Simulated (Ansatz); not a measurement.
**Geometry relaxation, with input and output: CO$_{2}$ (part 1 of 2)**

- system: CO$_{2}$ (6 atoms in the cell)
- method: DFT PBE, scalar-relativistic, plane waves, PAW, no spin polarisation (Ansatz 0.2.0)

The structure derives from an entry of the Crystallography Open Database. Figures and captions count atoms from 1; the log counts them from 0 in places.

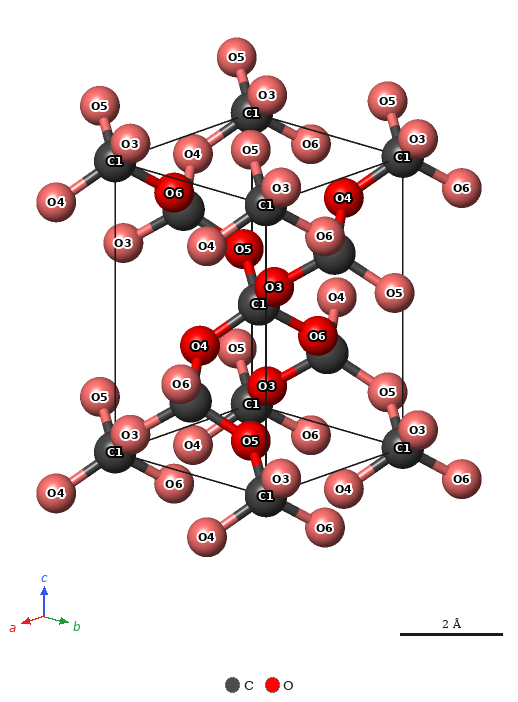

Figure 1. The input geometry (ball-and-stick view of the cell 2 times as large as that of the calculation, set on its symmetry axes, seen at an oblique angle; neighbours outside the cell are drawn fainter; atoms are numbered from 1 in the order of the input). Near neighbours in the crystal (not all of them lie inside the picture): C has 4 O at 1.42 Å; O has 2 C at 1.42 Å.

## The input
```yaml
crystal:
  lattice:
    - [-2.0021154547, 2.0021154547, 3.0208545287]
    - [2.0021154547, -2.0021154547, 3.0208545287]
    - [2.0021154547, 2.0021154547, -3.0208545287]
  atoms:
    - { symbol: C, position: [0.0, 0.0, 0.0] }
    - { symbol: C, position: [0.75, 0.25, 0.5] }
    - { symbol: O, position: [0.375, 0.2893001686, 0.4143001686] }
    - { symbol: O, position: [0.7106998314, 0.125, 0.0856998314] }
    - { symbol: O, position: [0.875, 0.9606998314, 0.5856998314] }
    - { symbol: O, position: [0.0393001686, 0.625, 0.9143001686] }
basis:
  ecutwfc: 420
kpoints:
  mp_grid: { grid: [8, 8, 8] }
hamiltonian:
  xc: pbe
scf:
  occupations: { method: gaussian, width: 0.02 }
output:
  forces: true
  stress: true
  eigenvalues: true
  write_density: true
  write_potential: true
  elf: true
  volumetric_format: npy
relax:
  adjacent_minimum: "off"
  f_tol: 0.01
  max_steps: 30
  cell: { stress_tol: 0.1, fix: [volume] }
```

Run as:
```bash
ansatz run input.yaml --threads 2 --pin off --max-ram 5120MiB --backend cpu --events-out ev --progress --plain --runs-dir out
```

## Output
```
Engine: ansatz 0.2.0, x86_64-unknown-linux-gnu
Pseudopotentials: kind: paw
Pseudopotential: C, paw, valence charge 4, recommended cutoff 420 eV (normal), C.paw.azcp
Pseudopotential: O, paw, valence charge 6, recommended cutoff 420 eV (normal), O.paw.azcp
Functional definition: PBE
  parameter kappa = 0.804
  parameter beta = 0.06672455060314922
  exchange = pbe_x(kappa = kappa, mu = beta*pi^2/3)
  correlation = pbe_c(beta = beta)
Crystal: 6 atoms, lattice volume = 48.436 Å³
Basis set: ecut = 420 eV, 927 PW (Γ), exchange–correlation on 60×60×60 points (8 copies of the dense FFT grid, shifted against one another)
Bands: 22, of which v1, the nominal top of the filled ones, is band 16 counted from 1 (15 counted from 0)
Symmetry: 8 space group operations
Space group: I-42d (ITA 122), of the structure as read, at distance tolerance 3.6e-5 Å
k-points: 59 of 512 (time reversal used)
Non-local potential: C, projectors of the file, l = 0: 2, l = 1: 2, l = 2: 1
Non-local potential: O, projectors of the file, l = 0: 2, l = 1: 2, l = 2: 1
PAW form: soft (Blöchl's): semilocal exchange-correlation on the pseudo side does not see the compensation charge
PAW one-centre angular grid: C, 110 points (default); XC on 64 Gauss nodes
PAW one-centre angular grid: O, 110 points (default); XC on 64 Gauss nodes
Initial density: superposition of atomic densities (neutral atoms: chi_scale 0, normalization atom), corrected by the library's trained network
Initial wavefunctions: pseudopotential atomic-orbital guess
Functional: x = pbe(κ = 0.804, μ = 0.2195149727645171), c = pbe(β = 0.06672455060314922)
SCF iter   1: F=—  HF=-2766.872143 eV  |F-HF|=—  |Δ(HF+E_count)|=         —  Δρ=5.91e-3  dr2=1.06e-2  ethr=1.77e-3  ⟨swp⟩=5.9  Hψ=5870  notcnv=0
preconditioner: auto → none  [insulator: Δε(μ)=7.622 eV  Ē_g=18.490 eV  σ=0.020 eV  W_gap=1.00  n_scr=14 (ndim 8)  ℏωp=30.2 eV  f_vac=0.048  D(μ)=0.00/eV (n_scr^D=0)  ε∞_Penn≈3.7]
SCF iter   2: F=—  HF=-2766.872379 eV  |F-HF|=—  |Δ(HF+E_count)|=   2.36e-4  Δρ=3.00e-3  dr2=1.62e-3  ethr=3.30e-5  ⟨swp⟩=2.0  Hψ=2723  notcnv=0  defer=118
SCF iter   3: F=—  HF=-2766.872457 eV  |F-HF|=—  |Δ(HF+E_count)|=   7.83e-5  Δρ=1.33e-3  dr2=1.91e-4  ethr=5.06e-6  ⟨swp⟩=2.0  Hψ=2124  notcnv=0  defer=118
SCF iter   4: F=—  HF=-2766.872707 eV  |F-HF|=—  |Δ(HF+E_count)|=   2.50e-4  Δρ=3.77e-4  dr2=1.58e-5  ethr=5.98e-7  ⟨swp⟩=2.5  Hψ=2165  notcnv=0  defer=118
SCF iter   5: F=—  HF=-2766.872733 eV  |F-HF|=—  |Δ(HF+E_count)|=   2.67e-5  Δρ=4.53e-5  dr2=2.55e-7  ethr=4.94e-8  ⟨swp⟩=2.9  Hψ=2357  notcnv=0  defer=118
SCF iter   6: F=-2766.872734 eV  HF=-2766.872734 eV  |F-HF|=6.13e-9  |Δ(HF+E_count)|=   7.56e-7  Δρ=3.30e-6  dr2=1.74e-9  ethr=3.13e-10  ⟨swp⟩=12.8  Hψ=9435  notcnv=0
SCF 1 converged in 6 iterations: F = -2766.872734 eV  dr2 = 1.74e-9
  greatest PAW one-centre occupation: 0.864 electrons in one spin orbital (limit 2), on the O atom at site 5 (counted from 0), in its partial waves of l = 0
relax step   1: F+E_penalty+E_count = -2766.87273406 eV  Δ(F+E_penalty+E_count) = +0.000e0 eV  max|allowed force component| = 3.852e-1 eV/Å  Δτ_max = 0.0000 Å  P = -7.173 GPa  Ω = 48.436 Å³  fix = [volume]  reactions: volume -7.173 GPa  (6 SCF iters, dr2 threshold 1.00e-7 eV, accepted)
Basis set: ecut = 420 eV, 919 PW (Γ), exchange–correlation on 60×60×60 points (8 copies of the dense FFT grid, shifted against one another)
Initial density: handed on by an earlier stage of this run
Initial wavefunctions: those handed on with the density
iter 1 solved again at ethr=9.82e-6 eV; its pass at ethr=3.10e-3 eV (dr2=3.14e-3 eV) is discarded
SCF iter   1: F=—  HF=-2766.884543 eV  |F-HF|=—  |Δ(HF+E_count)|=         —  Δρ=4.32e-3  dr2=3.24e-3  ethr=9.82e-6  ⟨swp⟩=2.3  Hψ=7943  notcnv=0
preconditioner: auto → none  [insulator: Δε(μ)=7.615 eV  Ē_g=18.570 eV  σ=0.020 eV  W_gap=1.00  n_scr=14 (ndim 8)  ℏωp=30.2 eV  f_vac=0.053  D(μ)=0.00/eV (n_scr^D=0)  ε∞_Penn≈3.6]
SCF iter   2: F=—  HF=-2766.883642 eV  |F-HF|=—  |Δ(HF+E_count)|=   9.00e-4  Δρ=1.61e-3  dr2=4.32e-4  ethr=9.82e-6  ⟨swp⟩=2.0  Hψ=2401  notcnv=0
SCF iter   3: F=—  HF=-2766.883595 eV  |F-HF|=—  |Δ(HF+E_count)|=   4.73e-5  Δρ=8.05e-4  dr2=5.49e-5  ethr=1.35e-6  ⟨swp⟩=2.7  Hψ=2214  notcnv=0
SCF iter   4: F=—  HF=-2766.883604 eV  |F-HF|=—  |Δ(HF+E_count)|=   8.58e-6  Δρ=3.62e-4  dr2=1.08e-5  ethr=1.72e-7  ⟨swp⟩=1.7  Hψ=1651  notcnv=0
SCF iter   5: F=-2766.883606 eV  HF=-2766.883606 eV  |F-HF|=8.62e-8  |Δ(HF+E_count)|=   2.15e-6  Δρ=7.92e-5  dr2=5.18e-7  ethr=1.87e-9  ⟨swp⟩=7.5  Hψ=8802  notcnv=0
SCF 2 converged in 5 iterations: F = -2766.883606 eV  dr2 = 5.18e-7
relax step   2: F+E_penalty+E_count = -2766.88360590 eV  Δ(F+E_penalty+E_count) = -1.087e-2 eV  max|allowed force component| = 2.056e-1 eV/Å  Δτ_max = 0.0097 Å  P = -5.615 GPa  Ω = 48.436 Å³  energy of the carried Pulay correction = -5.603e-17 eV  fix = [volume]  reactions: volume -5.615 GPa  (5 SCF iters, dr2 threshold 6.00e-7 eV, accepted)
Basis set: ecut = 420 eV, 935 PW (Γ), exchange–correlation on 60×60×60 points (8 copies of the dense FFT grid, shifted against one another)
iter 1 solved again at ethr=1.17e-5 eV; its pass at ethr=3.10e-3 eV (dr2=3.76e-3 eV) is discarded
SCF iter   1: F=—  HF=-2766.888746 eV  |F-HF|=—  |Δ(HF+E_count)|=         —  Δρ=4.65e-3  dr2=3.82e-3  ethr=1.17e-5  ⟨swp⟩=2.4  Hψ=7648  notcnv=0
preconditioner: auto → none  [insulator: Δε(μ)=7.653 eV  Ē_g=18.687 eV  σ=0.020 eV  W_gap=1.00  n_scr=14 (ndim 8)  ℏωp=30.2 eV  f_vac=0.056  D(μ)=0.00/eV (n_scr^D=0)  ε∞_Penn≈3.6]
SCF iter   2: F=—  HF=-2766.887669 eV  |F-HF|=—  |Δ(HF+E_count)|=   1.08e-3  Δρ=1.72e-3  dr2=4.97e-4  ethr=1.17e-5  ⟨swp⟩=2.0  Hψ=2380  notcnv=0
SCF iter   3: F=—  HF=-2766.887609 eV  |F-HF|=—  |Δ(HF+E_count)|=   6.07e-5  Δρ=8.59e-4  dr2=5.93e-5  ethr=1.55e-6  ⟨swp⟩=2.7  Hψ=2230  notcnv=0
SCF iter   4: F=—  HF=-2766.887619 eV  |F-HF|=—  |Δ(HF+E_count)|=   1.05e-5  Δρ=3.69e-4  dr2=1.07e-5  ethr=1.85e-7  ⟨swp⟩=1.8  Hψ=1757  notcnv=0
SCF iter   5: F=-2766.887622 eV  HF=-2766.887622 eV  |F-HF|=9.53e-8  |Δ(HF+E_count)|=   2.56e-6  Δρ=7.21e-5  dr2=4.10e-7  ethr=1.87e-9  ⟨swp⟩=7.6  Hψ=8764  notcnv=0
SCF 3 converged in 5 iterations: F = -2766.887622 eV  dr2 = 4.10e-7
relax step   3: F+E_penalty+E_count = -2766.88762185 eV  Δ(F+E_penalty+E_count) = -4.016e-3 eV  max|allowed force component| = 4.522e-3 eV/Å  Δτ_max = 0.0102 Å  P = -3.911 GPa  Ω = 48.436 Å³  energy of the carried Pulay correction = -5.603e-17 eV  fix = [volume]  reactions: volume -3.911 GPa  (5 SCF iters, dr2 threshold 6.00e-7 eV, accepted)
iter 1 solved again at ethr=6.12e-9 eV; its pass at ethr=3.10e-3 eV (dr2=1.96e-6 eV) is discarded
SCF iter   1: F=—  HF=-2766.887640 eV  |F-HF|=—  |Δ(HF+E_count)|=         —  Δρ=1.33e-4  dr2=2.39e-6  ethr=6.12e-9  ⟨swp⟩=3.5  Hψ=8462  notcnv=0
preconditioner: auto → none  [insulator: Δε(μ)=7.636 eV  Ē_g=18.684 eV  σ=0.020 eV  W_gap=1.00  n_scr=14 (ndim 8)  ℏωp=30.2 eV  f_vac=0.056  D(μ)=0.00/eV (n_scr^D=0)  ε∞_Penn≈3.6]
SCF iter   2: F=—  HF=-2766.887639 eV  |F-HF|=—  |Δ(HF+E_count)|=   8.15e-7  Δρ=6.05e-5  dr2=4.76e-7  ethr=6.12e-9  ⟨swp⟩=2.0  Hψ=1976  notcnv=0
SCF iter   3: F=—  HF=-2766.887639 eV  |F-HF|=—  |Δ(HF+E_count)|=   2.28e-8  Δρ=2.40e-5  dr2=1.20e-7  ethr=1.49e-9  ⟨swp⟩=2.9  Hψ=2531  notcnv=0
SCF iter   4: F=-2766.887639 eV  HF=-2766.887639 eV  |F-HF|=5.89e-10  |Δ(HF+E_count)|=   1.76e-8  Δρ=3.47e-6  dr2=1.19e-9  ethr=1.22e-10  ⟨swp⟩=8.0  Hψ=7420  notcnv=0
SCF 4 converged in 4 iterations: F = -2766.887639 eV  dr2 = 1.19e-9
relax step   4: F+E_penalty+E_count = -2766.88763938 eV  Δ(F+E_penalty+E_count) = -1.754e-5 eV  max|allowed force component| = 1.168e-3 eV/Å  Δτ_max = 0.0000 Å  P = -3.902 GPa  Ω = 48.436 Å³  energy of the carried Pulay correction = +1.121e-16 eV  fix = [volume]  reactions: volume -3.902 GPa  (4 SCF iters, dr2 threshold 3.91e-8 eV, accepted)
Initial wavefunctions: pseudopotential atomic-orbital guess (no wavefunctions were taken with the density)
iter 1 solved again at ethr=2.99e-8 eV; its pass at ethr=3.10e-3 eV (dr2=9.57e-6 eV) is discarded
SCF iter   1: F=—  HF=-2766.887544 eV  |F-HF|=—  |Δ(HF+E_count)|=         —  Δρ=8.01e-5  dr2=2.17e-7  ethr=2.99e-8  ⟨swp⟩=3.2  Hψ=9873  notcnv=0
preconditioner: auto → none  [insulator: Δε(μ)=7.635 eV  Ē_g=18.684 eV  σ=0.020 eV  W_gap=1.00  n_scr=14 (ndim 8)  ℏωp=30.2 eV  f_vac=0.056  D(μ)=0.00/eV (n_scr^D=0)  ε∞_Penn≈3.6]
SCF iter   2: F=—  HF=-2766.887561 eV  |F-HF|=—  |Δ(HF+E_count)|=   1.69e-5  Δρ=3.97e-5  dr2=5.03e-8  ethr=6.78e-10  ⟨swp⟩=2.3  Hψ=1837  notcnv=0
SCF iter   3: F=—  HF=-2766.887567 eV  |F-HF|=—  |Δ(HF+E_count)|=   5.91e-6  Δρ=1.97e-6  dr2=1.00e-9  ethr=1.57e-10  ⟨swp⟩=2.0  Hψ=2242  notcnv=0
SCF iter   4: F=-2766.887567 eV  HF=-2766.887567 eV  |F-HF|=3.43e-10  |Δ(HF+E_count)|=   1.69e-9  Δρ=8.02e-7  dr2=1.36e-10  ethr=1.00e-12  ⟨swp⟩=7.0  Hψ=6373  notcnv=0
SCF 5 converged in 4 iterations: F = -2766.887567 eV  dr2 = 1.36e-10
  greatest PAW one-centre occupation: 0.864 electrons in one spin orbital (limit 2), on the O atom at site 3 (counted from 0), in its partial waves of l = 0
relax step   5: F+E_penalty+E_count = -2766.88756700 eV  Δ(F+E_penalty+E_count) = +7.238e-5 eV  max|allowed force component| = 1.208e-3 eV/Å  Δτ_max = 0.0000 Å  P = -3.907 GPa  Ω = 48.436 Å³  fix = [volume]  reactions: volume -3.907 GPa  stress off target by 1.59e-2 GPa on what of the cell is left free  SCF on the basis re-selected at this cell (its energy is not comparable with the rows above)  (4 SCF iters)
```

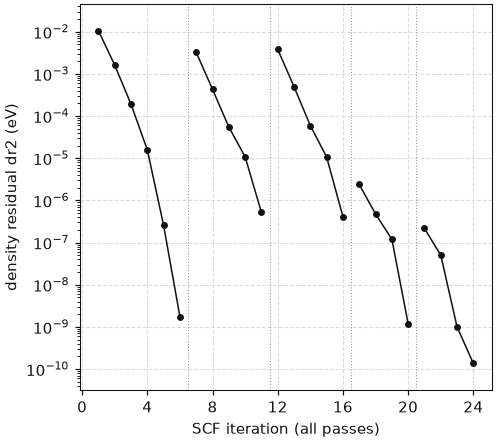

Figure 2. Convergence of the self-consistent field: density residual dr2 against the SCF iteration. The dotted lines part the SCF passes of the relaxation: geometry steps, rejected trials and re-solves on a re-selected basis. The 5 passes take 4 to 6 iterations each, 24 in all.

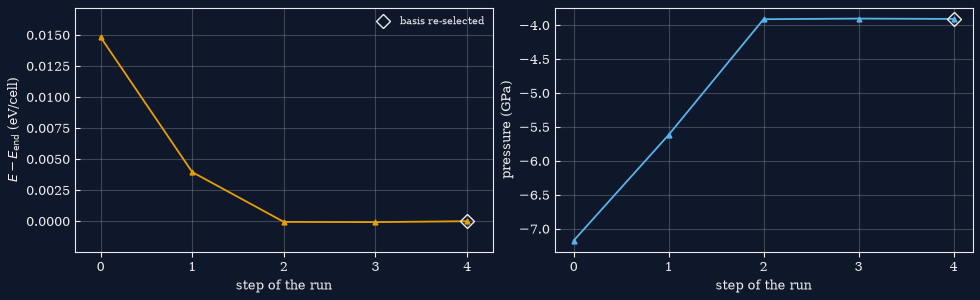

Figure 3. Progress of the relaxation, step by step (the first geometry is step 0 here and step 1 in the log).
